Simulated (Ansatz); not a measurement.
## Run report: NiO, single-point calculation (part 1 of 3)

NiO (Fm-3m, 4 atoms in the cell), computed with DFT PBEsol+U, non-collinear, scalar-relativistic, plane waves, PAW, Ueff = 1 eV on Ni atom 1 d; Ueff = 1 eV on Ni atom 3 d (Ansatz 0.2.0).

The structure derives from an entry of the Crystallography Open Database. It belongs to a series of runs on one base structure; here: canted directions held. Figures and captions count atoms from 1; the log counts them from 0 in places.

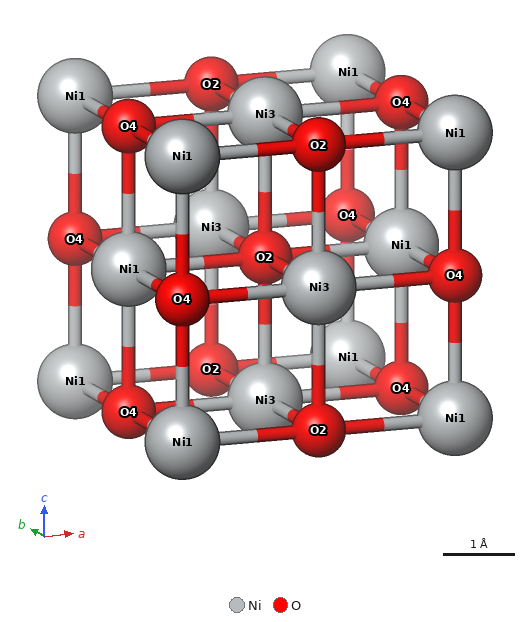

**Figure 1.** The structure (ball-and-stick view of the cell 2 times as large as that of the calculation, set on its symmetry axes, seen slightly off an axis; atoms are numbered from 1 in the order of the input). Near neighbours in the crystal (not all of them lie inside the picture): Ni has 6 O at 2.09 Å; O has 6 Ni at 2.09 Å.

Results in brief:

| quantity | value |
| --- | --- |
| outcome | converged |
| space group (tolerance 0.01 Å) | Fm-3m (225) |
| electrons treated | 48 |
| free energy | −12727.9736 eV |
| Fermi energy | 14.149 eV |
| gap on the k-point mesh | none (metallic) |
| net moment of the cell | 2.75 μB |
| integrated absolute moment | 3.77 μB |
| pressure | −2.75 GPa |
| largest force (length of the vector) | under 0.001 eV/Å |
| hardware | 2 threads of Arm Neoverse N1, 98 GiB of memory available, shared host |
| wall time | 4.3 min (CPU time 8.5 min) |
| peak memory | 0.8 GiB |

Notes on the run: the SCF threshold is looser than advised for the printed stress.

The input:
```yaml
crystal:
  lattice:
    - [0.0, 2.09130951, 2.09130951]
    - [4.18261902, 2.09130951, 2.09130951]
    - [4.18261902, 4.18261902, 0.0]
  atoms:
    - { symbol: Ni, position: [0.0, 0.0, 0.0], spin: 2.0, spin_axis: [0.0, 0.0, 1.0] }
    - { symbol: O, position: [0.5, 0.5, 0.0] }
    - { symbol: Ni, position: [0.0, 0.0, 0.5], spin: 2.0, spin_axis: [1.0, 0.0, 0.0] }
    - { symbol: O, position: [0.5, 0.5, 0.5] }
basis:
  ecutwfc: 420
  ecutrho_ratio: 4
kpoints:
  mp_grid: { grid: [8, 8, 8] }
hamiltonian:
  xc: pbesol
  hubbard:
    sites:
      - { site: 0, l: d, u_eff: 1.0, starting_ns: [{ occupation_matrix: s0 }] }
      - { site: 2, l: d, u_eff: 1.0, starting_ns: [{ occupation_matrix: s2 }] }
    occupation_matrices:
      s0:
        spinor_matrix:
          - [[0.97, 0.0], [0.0, 0.0], [0.0, 0.0], [0.0, 0.0], [0.0, 0.0], [0.0, 0.0], [0.0, 0.0], [0.0, 0.0], [0.0, 0.0], [0.0, 0.0]]
          - [[0.0, 0.0], [0.97, 0.0], [0.0, 0.0], [0.0, 0.0], [0.0, 0.0], [0.0, 0.0], [0.0, 0.0], [0.0, 0.0], [0.0, 0.0], [0.0, 0.0]]
          - [[0.0, 0.0], [0.0, 0.0], [0.97, 0.0], [0.0, 0.0], [0.0, 0.0], [0.0, 0.0], [0.0, 0.0], [0.0, 0.0], [0.0, 0.0], [0.0, 0.0]]
          - [[0.0, 0.0], [0.0, 0.0], [0.0, 0.0], [0.97, 0.0], [0.0, 0.0], [0.0, 0.0], [0.0, 0.0], [0.0, 0.0], [0.0, 0.0], [0.0, 0.0]]
          - [[0.0, 0.0], [0.0, 0.0], [0.0, 0.0], [0.0, 0.0], [0.97, 0.0], [0.0, 0.0], [0.0, 0.0], [0.0, 0.0], [0.0, 0.0], [0.0, 0.0]]
          - [[0.0, 0.0], [0.0, 0.0], [0.0, 0.0], [0.0, 0.0], [0.0, 0.0], [0.02, 0.0], [0.0, 0.0], [0.0, 0.0], [0.0, 0.0], [0.0, 0.0]]
          - [[0.0, 0.0], [0.0, 0.0], [0.0, 0.0], [0.0, 0.0], [0.0, 0.0], [0.0, 0.0], [0.97, 0.0], [0.0, 0.0], [0.0, 0.0], [0.0, 0.0]]
          - [[0.0, 0.0], [0.0, 0.0], [0.0, 0.0], [0.0, 0.0], [0.0, 0.0], [0.0, 0.0], [0.0, 0.0], [0.97, 0.0], [0.0, 0.0], [0.0, 0.0]]
          - [[0.0, 0.0], [0.0, 0.0], [0.0, 0.0], [0.0, 0.0], [0.0, 0.0], [0.0, 0.0], [0.0, 0.0], [0.0, 0.0], [0.02, 0.0], [0.0, 0.0]]
          - [[0.0, 0.0], [0.0, 0.0], [0.0, 0.0], [0.0, 0.0], [0.0, 0.0], [0.0, 0.0], [0.0, 0.0], [0.0, 0.0], [0.0, 0.0], [0.97, 0.0]]
      s2:
        spinor_matrix:
          - [[0.495, 0.0], [0.0, 0.0], [0.0, 0.0], [0.0, 0.0], [0.0, 0.0], [0.475, 0.0], [0.0, 0.0], [0.0, 0.0], [0.0, 0.0], [0.0, 0.0]]
          - [[0.0, 0.0], [0.97, 0.0], [0.0, 0.0], [0.0, 0.0], [0.0, 0.0], [0.0, 0.0], [0.0, 0.0], [0.0, 0.0], [0.0, 0.0], [0.0, 0.0]]
          - [[0.0, 0.0], [0.0, 0.0], [0.97, 0.0], [0.0, 0.0], [0.0, 0.0], [0.0, 0.0], [0.0, 0.0], [0.0, 0.0], [0.0, 0.0], [0.0, 0.0]]
          - [[0.0, 0.0], [0.0, 0.0], [0.0, 0.0], [0.495, 0.0], [0.0, 0.0], [0.0, 0.0], [0.0, 0.0], [0.0, 0.0], [0.475, 0.0], [0.0, 0.0]]
          - [[0.0, 0.0], [0.0, 0.0], [0.0, 0.0], [0.0, 0.0], [0.97, 0.0], [0.0, 0.0], [0.0, 0.0], [0.0, 0.0], [0.0, 0.0], [0.0, 0.0]]
          - [[0.475, 0.0], [0.0, 0.0], [0.0, 0.0], [0.0, 0.0], [0.0, 0.0], [0.495, 0.0], [0.0, 0.0], [0.0, 0.0], [0.0, 0.0], [0.0, 0.0]]
          - [[0.0, 0.0], [0.0, 0.0], [0.0, 0.0], [0.0, 0.0], [0.0, 0.0], [0.0, 0.0], [0.97, 0.0], [0.0, 0.0], [0.0, 0.0], [0.0, 0.0]]
          - [[0.0, 0.0], [0.0, 0.0], [0.0, 0.0], [0.0, 0.0], [0.0, 0.0], [0.0, 0.0], [0.0, 0.0], [0.97, 0.0], [0.0, 0.0], [0.0, 0.0]]
          - [[0.0, 0.0], [0.0, 0.0], [0.0, 0.0], [0.475, 0.0], [0.0, 0.0], [0.0, 0.0], [0.0, 0.0], [0.0, 0.0], [0.495, 0.0], [0.0, 0.0]]
          - [[0.0, 0.0], [0.0, 0.0], [0.0, 0.0], [0.0, 0.0], [0.0, 0.0], [0.0, 0.0], [0.0, 0.0], [0.0, 0.0], [0.0, 0.0], [0.97, 0.0]]
    ns_hold: { iters: 8 }
scf:
  occupations: { method: gaussian, width: 0.05 }
  lower_state_search: "off"
  max_iter: 150
output:
  forces: true
  stress: true
  eigenvalues: true
  populations: true
  hubbard: { sites: [{ site: 0, l: d }, { site: 2, l: d }] }
  write_density: true
  write_potential: true
  elf: true
  volumetric_format: npy
magnetization:
  noncollinear: true
  spin_orbit: false
  spin_locking: { lock_directions: true }
```

Run as:
```bash
ansatz run input.yaml --threads 2 --pin off --max-ram 3072MiB --backend cpu --events-out ev --progress --plain --runs-dir out
```

The program's output:
```
Warning: output.stress: scf.convergence.dr2_threshold = 1e-7 eV (the SCF's general default) is looser than the 4e-10 eV advised for a printed stress (1e-10 eV for each atom of the cell: 4). What an SCF threshold leaves in a stress goes as its square root, and in the free energy as the threshold itself, and one threshold admits the most on a small cell: of the crystals measured, under no hybrid functional and no lock of the moments, on runs that ended without the residual-converged pass, on stresses that held no estimate of that error, the worst erred by over 100 MPa in a component at 1e-7 eV an atom and by under 5 at 1e-10. Set scf.convergence.dr2_threshold to 4e-10 eV or tighter. The threshold is an SCF's pass mark: one that does not reach it within its budget of iterations ends unconverged, or closes short of it on a stop that the run arms, and scf.convergence.dr2_threshold's page says what that costs each kind of run
Warning: output.stress: the lock of the moments that magnetization.spin_locking holds to the close lets an SCF meet its threshold on dr2 anywhere within the lock's freeze window, and the stress can move with the moments there: no threshold on dr2 bounds that. The window is the square root of the freeze energy over magnetization.spin_locking.lambda. Set magnetization.spin_locking.freeze_energy_tol to 1e-7 of magnetization.spin_locking.lambda or tighter (1e-7 eV at magnetization.spin_locking.lambda's default), and hold the SCF's own gates tight with it: the threshold on dr2 and, on a non-collinear run, whose gate on the magnetisation can be let go, scf.convergence.magnetization_residual_energy_tol, under 2e-7 eV over the cell's volume in cubic angstroms (a run under these bars is not thereby shown to hold its stress)
basis.fft_grid_basis auto: the FFT boxes are laid along the combinations [[1, 0, 0], [-1, 1, 0], [0, -1, 1]] of the cell's own vectors, 2.958, 4.183 and 2.958 Å long. The dense box has 20×30×20 points. Along the cell's own vectors, as sized, it would have 20×36×40, 2.40 times as many. basis.fft_grid_basis: typed keeps the cell's own vectors: state it where this run's energies or levels are differenced outside the engine with another run's, or held beside a run that keeps those vectors. Those combinations have planes normal to reciprocal vector 3, as the cell's own vectors have. Each planar average written beside output.write_density, output.write_potential has a row for each plane of the box: 20. The volumetric files lie along those combinations, not along the cell's own vectors: a cube or XSF file states them, and fields.json those of NumPy files.
Ni: projections on atomic orbitals take those of the free atom [Ne] 3s2 3p6 3d8 4s2, of charge +0.00 (hamiltonian.pseudopotentials.projection_atoms); the dataset's partial waves leave at most 1.6e-6 of an orbital's norm unspanned inside its sphere
O: projections on atomic orbitals take those of the free atom [He] 2s2 2p4, of charge +0.00 (hamiltonian.pseudopotentials.projection_atoms); the dataset's partial waves leave at most 1.9e-8 of an orbital's norm unspanned inside its sphere
Engine: ansatz 0.2.0, aarch64-unknown-linux-gnu
Pseudopotentials: kind: paw
Pseudopotential: Ni, paw, valence charge 18, recommended cutoff 420 eV (normal), Ni.paw.azcp
Pseudopotential: O, paw, valence charge 6, recommended cutoff 420 eV (normal), O.paw.azcp
Functional definition: PBEsol
  exchange = pbesol_x
  correlation = pbesol_c
Crystal: 4 atoms, lattice volume = 36.586 Å³
Basis set: ecut = 420 eV, 681 PW (Γ), FFT grids on a1, −a1+a2, −a2+a3, exchange–correlation on 40×60×40 points (8 copies of the dense FFT grid, shifted against one another)
Bands: 58, of which v1, the nominal top of the filled ones, is band 48 counted from 1 (47 counted from 0)
Symmetry: 2 space group operations + 2 with time reversal
Magnetic group: BNS 12.62 (UNI 69), of the structure as read, at distance tolerance 3.3e-5 Å
k-points: 150 of 512 (time reversal used)
Non-local potential: Ni, projectors of the file, l = 0: 3, l = 1: 2, l = 2: 3, l = 3: 1
Non-local potential: O, projectors of the file, l = 0: 2, l = 1: 2, l = 2: 1
PAW form: soft (Blöchl's): semilocal exchange-correlation on the pseudo side does not see the compensation charge
PAW frozen core: Ni, regenerated for the run's functional, and the local potential with it (the file was generated under x = pbe(κ = 0.804, μ = 0.2195149727645171), c = pbe(β = 0.06672455060314922))
PAW frozen core: O, regenerated for the run's functional, and the local potential with it (the file was generated under x = pbe(κ = 0.804, μ = 0.2195149727645171), c = pbe(β = 0.06672455060314922))
PAW one-centre angular grid: Ni, 590 points (default); XC on 64 Gauss nodes
PAW one-centre angular grid: O, 110 points (default); XC on 64 Gauss nodes
Initial density: superposition of atomic densities (chi_scale 0.1, normalization cell, long waves kept (reshape's long-wave potential 0.00 eV rms))
Starting moments: Σ|m| = 4 μB on 2 of 4 sites
Initial wavefunctions: pseudopotential atomic-orbital guess
Functional: x = pbesol(κ = 0.804, μ = 0.12345679012345678), c = pbesol(β = 0.046)
```
